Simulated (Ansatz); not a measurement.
# Os(0001) with 2 layers of random Os-Ir, 2x2: scattering by chemical disorder

How strongly does chemical disorder scatter in Os(0001) with 2 layers of random Os-Ir, 2x2?

Program: Ansatz 0.2.0. Level of theory: Ansatz plane-wave DFT, PBE, PAW files; ballistic transport by layer matching (Landauer), zero bias; PAW set soft_1. Results are calculated unless marked as measured.

**1. Starting point**

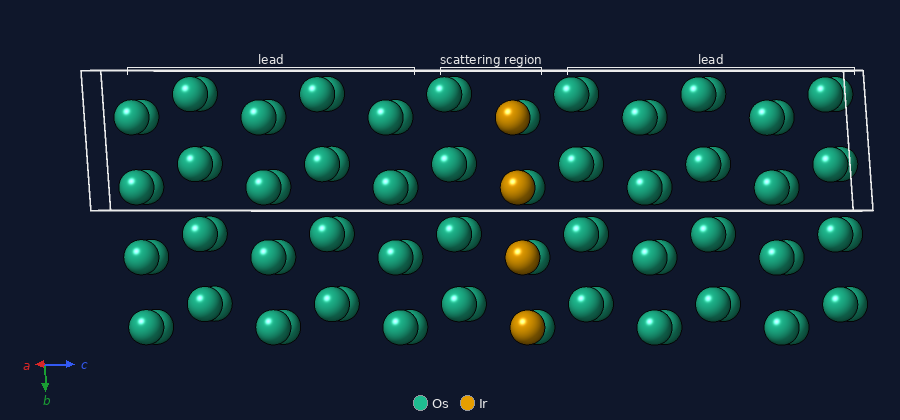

The cell as given, from the side, with the c axis across the page (osmium teal, iridium orange). 1×2×1 cells are drawn.

The cell holds 48 atoms: 46 Os and 2 Ir. Cell: a = 5.468 Å, b = 5.468 Å, c = 25.918 Å, α = 90.0°, β = 90.0°, γ = 120.0°. It derives from Os. Regions: lead, 40 atoms (40 Os); scattering region, 8 atoms (6 Os and 2 Ir). The structure is stacked along c, and the current runs across the ab planes.

**2. With 2 alloy layers**

In 2 layers a share of 0.25 of the sites is given to Ir at random. The layers about the cell's end stay perfect and serve as the lead. Energies from -0.05 to 0.05 eV in steps of 0.05 eV are too few for the program's thermal sum, so it prints no conductance; for a metal the transmission near the Fermi level serves, at a fraction of the cost.

input.yaml

```yaml
crystal:
  lattice:
    - [5.4682, 0.0, 0.0]
    - [-2.7341, 4.735600113, 0.0]
    - [0.0, 0.0, 25.9182]
  atoms:
    - { symbol: Os, position: [0.1666666667, 0.3333333333, 0.0416666667] }
    - { symbol: Os, position: [0.1666666667, 0.8333333333, 0.0416666667] }
    - { symbol: Os, position: [0.6666666667, 0.3333333333, 0.0416666667] }
    - { symbol: Os, position: [0.6666666667, 0.8333333333, 0.0416666667] }
    - { symbol: Os, position: [0.3333333333, 0.1666666667, 0.125] }
    - { symbol: Os, position: [0.3333333333, 0.6666666667, 0.125] }
    - { symbol: Os, position: [0.8333333333, 0.1666666667, 0.125] }
    - { symbol: Os, position: [0.8333333333, 0.6666666667, 0.125] }
    - { symbol: Os, position: [0.1666666667, 0.3333333333, 0.2083333333] }
    - { symbol: Os, position: [0.1666666667, 0.8333333333, 0.2083333333] }
    - { symbol: Os, position: [0.6666666667, 0.3333333333, 0.2083333333] }
    - { symbol: Os, position: [0.6666666667, 0.8333333333, 0.2083333333] }
    - { symbol: Os, position: [0.3333333333, 0.1666666667, 0.2916666667] }
    - { symbol: Os, position: [0.3333333333, 0.6666666667, 0.2916666667] }
    - { symbol: Os, position: [0.8333333333, 0.1666666667, 0.2916666667] }
    - { symbol: Os, position: [0.8333333333, 0.6666666667, 0.2916666667] }
    - { symbol: Os, position: [0.1666666667, 0.3333333333, 0.375] }
    - { symbol: Os, position: [0.1666666667, 0.8333333333, 0.375] }
    - { symbol: Os, position: [0.6666666667, 0.3333333333, 0.375] }
    - { symbol: Os, position: [0.6666666667, 0.8333333333, 0.375] }
    - { symbol: Os, position: [0.3333333333, 0.1666666667, 0.4583333333] }
    - { symbol: Os, position: [0.3333333333, 0.6666666667, 0.4583333333] }
    - { symbol: Os, position: [0.8333333333, 0.1666666667, 0.4583333333] }
    - { symbol: Os, position: [0.8333333333, 0.6666666667, 0.4583333333] }
    - { symbol: Os, position: [0.1666666667, 0.3333333333, 0.5416666667] }
    - { symbol: Os, position: [0.1666666667, 0.8333333333, 0.5416666667] }
    - { symbol: Ir, position: [0.6666666667, 0.3333333333, 0.5416666667] }
    - { symbol: Ir, position: [0.6666666667, 0.8333333333, 0.5416666667] }
    - { symbol: Os, position: [0.3333333333, 0.1666666667, 0.625] }
    - { symbol: Os, position: [0.3333333333, 0.6666666667, 0.625] }
    - { symbol: Os, position: [0.8333333333, 0.1666666667, 0.625] }
    - { symbol: Os, position: [0.8333333333, 0.6666666667, 0.625] }
    - { symbol: Os, position: [0.1666666667, 0.3333333333, 0.7083333333] }
    - { symbol: Os, position: [0.1666666667, 0.8333333333, 0.7083333333] }
    - { symbol: Os, position: [0.6666666667, 0.3333333333, 0.7083333333] }
    - { symbol: Os, position: [0.6666666667, 0.8333333333, 0.7083333333] }
    - { symbol: Os, position: [0.3333333333, 0.1666666667, 0.7916666667] }
    - { symbol: Os, position: [0.3333333333, 0.6666666667, 0.7916666667] }
    - { symbol: Os, position: [0.8333333333, 0.1666666667, 0.7916666667] }
    - { symbol: Os, position: [0.8333333333, 0.6666666667, 0.7916666667] }
    - { symbol: Os, position: [0.1666666667, 0.3333333333, 0.875] }
    - { symbol: Os, position: [0.1666666667, 0.8333333333, 0.875] }
    - { symbol: Os, position: [0.6666666667, 0.3333333333, 0.875] }
    - { symbol: Os, position: [0.6666666667, 0.8333333333, 0.875] }
    - { symbol: Os, position: [0.3333333333, 0.1666666667, 0.9583333333] }
    - { symbol: Os, position: [0.3333333333, 0.6666666667, 0.9583333333] }
    - { symbol: Os, position: [0.8333333333, 0.1666666667, 0.9583333333] }
    - { symbol: Os, position: [0.8333333333, 0.6666666667, 0.9583333333] }
kpoints:
  mp_grid: { grid: [5, 5, 1] }
hamiltonian:
  xc: pbe
  pseudopotentials: { kind: paw, azcp: { folder: soft_1 } }
scf:
  occupations: { method: fermi_dirac, width: 0.1 }
output:
  transmission:
    leads: [[0, 8]]
    kmesh: [10, 10]
    e_range: [-0.05, 0.05]
    de: 0.05
  write_potential: true
  write_density: true
  volumetric_format: npy
```

Command:

```bash
$ ansatz run input.yaml --threads 4 --pin off --max-ram 15360MiB --backend cpu --events-out ev --progress --plain --runs-dir out
```

Numbers of over 12 decimals in the logs are rounded to 6 here.

The log of the run:

```text
Engine: ansatz 0.2.0, x86_64-unknown-linux-gnu
Pseudopotentials: kind: paw
Pseudopotential: Os, paw, valence charge 16, recommended cutoff 420 eV (normal), soft_1/Os.paw.azcp
Pseudopotential: Ir, paw, valence charge 17, recommended cutoff 420 eV (normal), soft_1/Ir.paw.azcp
Functional definition: PBE
  parameter kappa = 0.804
  parameter beta = 0.066725
  exchange = pbe_x(kappa = kappa, mu = beta*pi^2/3)
  correlation = pbe_c(beta = beta)
Crystal: 48 atoms, lattice volume = 671.157 Å³
Basis set: ecut = 420 eV, 13017 PW (Γ)
Bands: 462, of which v1, the nominal top of the filled ones, is band 385 counted from 1 (384 counted from 0)
Symmetry: 8 space group operations
Space group: Pmm2 (ITA 25), of the structure as read, at distance tolerance 8.8e-5 Å
k-points: 9 of 25 (time reversal used)
Non-local potential: Os, projectors of the file, l = 0: 3, l = 1: 2, l = 2: 2, l = 3: 1
Non-local potential: Ir, projectors of the file, l = 0: 3, l = 1: 2, l = 2: 2, l = 3: 1
PAW form: soft (Blöchl's): semilocal exchange-correlation on the pseudo side does not see the compensation charge
PAW one-centre angular grid: Os, 590 points (default); XC on 64 Gauss nodes
PAW one-centre angular grid: Ir, 590 points (default); XC on 64 Gauss nodes
Initial density: superposition of atomic densities (chi_scale 0.1, normalization cell)
Initial wavefunctions: pseudopotential atomic-orbital guess
Functional: x = pbe(κ = 0.804, μ = 0.219515), c = pbe(β = 0.066725)
SCF iter   1: F=—  HF=-547632.860895 eV  |F-HF|=—  |Δ(HF+E_count)|=         —  Δρ=5.98e-2  dr2=2.66e1  ethr=3.10e-3  ⟨swp⟩=5.4  Hψ=13678  notcnv=0  defer=19
preconditioner: auto → Kerker (q_TF=auto, 2.791 Å⁻¹)  [metal: Δε(μ)=0.053 eV  Ē_g=6.273 eV  σ=0.100 eV  W_gap=0.13  n_scr=268 (ndim 8)  ℏωp=28.2 eV  f_vac=0.000  D(μ)=34.12/eV (n_scr^D=342)]
SCF iter   2: F=—  HF=-547627.486410 eV  |F-HF|=—  |Δ(HF+E_count)|=    5.37e0  Δρ=3.30e-2  dr2=8.80e0  ethr=3.10e-3  ⟨swp⟩=2.0  Hψ=5315  notcnv=0  defer=51
SCF iter   3: F=—  HF=-547625.729604 eV  |F-HF|=—  |Δ(HF+E_count)|=    1.76e0  Δρ=3.65e-3  dr2=3.04e-1  ethr=1.14e-3  ⟨swp⟩=2.0  Hψ=6375  notcnv=0  defer=51
SCF iter   4: F=—  HF=-547625.725211 eV  |F-HF|=—  |Δ(HF+E_count)|=   4.39e-3  Δρ=5.15e-4  dr2=5.32e-2  ethr=3.95e-5  ⟨swp⟩=1.0  Hψ=4558  notcnv=0  defer=51
SCF iter   5: F=—  HF=-547625.724505 eV  |F-HF|=—  |Δ(HF+E_count)|=   7.06e-4  Δρ=3.35e-4  dr2=1.38e-3  ethr=6.90e-6  ⟨swp⟩=1.0  Hψ=4105  notcnv=0  defer=51
SCF iter   6: F=—  HF=-547625.724340 eV  |F-HF|=—  |Δ(HF+E_count)|=   1.65e-4  Δρ=5.12e-5  dr2=9.82e-5  ethr=1.79e-7  ⟨swp⟩=2.0  Hψ=5724  notcnv=0  defer=51
SCF iter   7: F=—  HF=-547625.725672 eV  |F-HF|=—  |Δ(HF+E_count)|=   1.33e-3  Δρ=9.30e-6  dr2=1.53e-6  ethr=1.28e-8  ⟨swp⟩=1.0  Hψ=4125  notcnv=0  defer=51
SCF iter   8: F=—  HF=-547625.725672 eV  |F-HF|=—  |Δ(HF+E_count)|=   9.08e-8  Δρ=2.09e-6  dr2=3.30e-7  ethr=1.30e-11  ⟨swp⟩=7.9  Hψ=10348  notcnv=0
SCF iter   9: F=-547625.725672 eV  HF=-547625.725672 eV  |F-HF|=1.97e-8  |Δ(HF+E_count)|=   9.43e-9  Δρ=5.37e-7  dr2=2.04e-8  ethr=1.30e-11  ⟨swp⟩=2.0  Hψ=7637  notcnv=0
SCF 1 converged in 9 iterations: F = -547625.725672 eV  dr2 = 2.04e-8
  greatest PAW one-centre occupation: 1.000 electrons in one spin orbital (limit 2), on the Ir atom at site 27 (counted from 0), in its partial waves of l = 0
transmission: 152 of 1488 steps passed
transmission: 299 of 1488 steps passed
[...]
transmission: 1488 of 1488 steps passed
SCF converged after 9 iterations
Free energy (F): -547625.725672 eV
Harris-Foulkes:  -547625.725672 eV  (|F-HF|=1.97e-8)
Internal energy: -547624.594263 eV  (E = F + TS)
E sigma→0 (E₀):  -547625.159968 eV
Entropy (-TS):   -1.131409 eV (-23.571 meV/atom)
Fermi energy:    26.069404 eV
--- Per-component energies (eV) ---
  E_band       = -3139.395701
  E_kinetic    = 23735.745887
  E_local      = -44120.007702  (includes V_loc(G=0)·N_el)
  E_nonlocal   = 9398.368964
  E_hartree    = 15876.599197
  E_xc         = -11232.645827
  E_vxc        = -11859.520888  (∫ρ·V_xc dr)
  E_paw        = -434699.817765  (= ΣΔE_a)
  E_vpaw       = -12047.205914  (= ΣTr[D̂ρ^β])
  E_aug_tail   = 0.020828  (compensation charges beyond the density's cutoff)
  E_ewald      = -106582.857844
  E_smearing   = -1.131409  (= −TS)
  E_closure    = 0.000000  (closes the sum)
  Σ components = -547625.725672   (vs F -547625.725672, Δ=0.00e0)
--- Band table (eV; the first three rows and the last of 9) ---
  k-point 0: bands = [... 381 lower, 26.7106, 26.7127, 26.7203, 26.7303, 26.8407, 26.8480, 26.9060, 26.9221, ... 73 higher]
  k-point 1: bands = [... 381 lower, 26.1650, 26.1732, 26.1892, 26.1908, 26.7802, 26.8575, 26.8911, 27.0141, ... 73 higher]
  k-point 2: bands = [... 381 lower, 25.7120, 25.7551, 25.7671, 25.8975, 25.9384, 25.9414, 26.1294, 26.1461, ... 73 higher]
  k-point 8: bands = [... 381 lower, 25.6041, 25.6258, 25.6945, 25.7878, 25.8102, 25.8139, 26.0714, 26.1366, ... 73 higher]
--- Transmission ---
  basis      : 223 plane waves across, 48 finite elements along
  points     : 31, standing for a mesh of 10 x 10
  energies   : 3 from -0.050000 to 0.050000 eV about the Fermi level, 0.050000 eV apart; the leads are filled to 0.000000 eV, and channels, transmission and decay are at 0.000000 eV
  crystal 0  : Os8, at the sites [0, 8], period 4.3197 Å, over 23.76 Å; its Hamiltonian steps by up to 2.7 meV
    offset         : up to 0.0000 Å between an atom of the period and one for which it stands
    channels       : 4.550000e0 a spin
    conductance    : none, the energies end too early or step too widely for 300 K: set another output.transmission.e_range or a lower de, or, where they end at an eighth of basis.ecutwfc, a higher one
  junction   : crystal 0 to crystal 0, 1.46 to 23.06 Å
    transmission   : 3.935928e0 a spin
    conductance    : none, the energies end too early or step too widely for 300 K: set another output.transmission.e_range or a lower de, or, where they end at an eighth of basis.ecutwfc, a higher one
```

The job ended after 4.4 min (4 threads of Intel Xeon 6975P-C (Granite Rapids), shared host; peak memory 6.1 GiB; 16 min of CPU time).

Numbers from this step:

- free energy: -547625.7257 eV
- energy at zero smearing: -547625.1600 eV
- Fermi energy: 26.07 eV
- cell area: 25.90 Å²
- transmission per spin nearest the Fermi level: 3.936
- open channels per spin nearest the Fermi level: 4.55
- step of the lead's potential: 2.7 meV

Per spin. The transmission, zone mean by energy, zero at the Fermi level:

```csv
energy (eV),"transmission, zone mean"
-0.0500,4.22
0.0000,3.94
0.0500,3.91
```

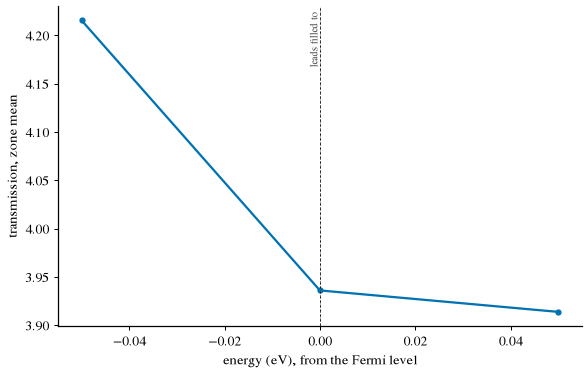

Transmission, zone mean against energy.

Per spin. The open channels, zone mean, lead by energy, zero at the Fermi level:

```csv
energy (eV),"open channels, zone mean, lead"
-0.0500,4.74
0.0000,4.55
0.0500,4.55
```

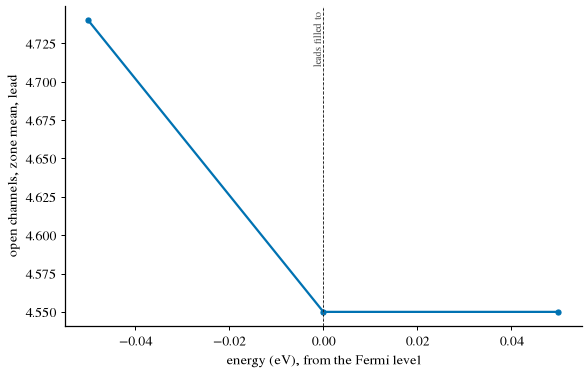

Open channels, zone mean, lead against energy.

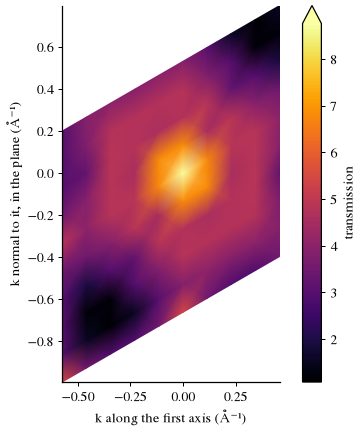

Transmission over k1 and k2. At 0.0000 eV from the Fermi level.

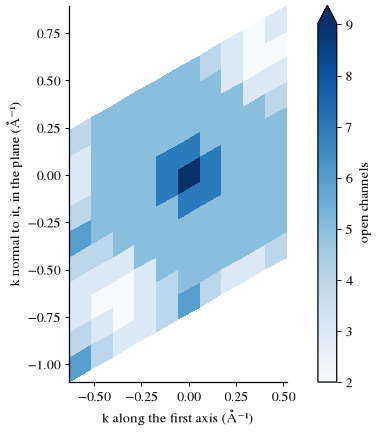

Open channels over k1 and k2. At 0.0000 eV from the Fermi level.

Over the solved energies the transmission per spin lies between 3.91 and 4.22, out of 4.61 channels of the lead on average (up to 4.74).

(Part 1 of 2 ends here.)

[Logs are printed without paths, hosts, clocks, repeated set-up lines and the standing remarks that a program may print on its own settings, such as how far it seeks lower states.]

[Hosts, paths, dates, database ids (printed as entryN), source tags and the programs' standing remarks are cut or masked in the printed files.]
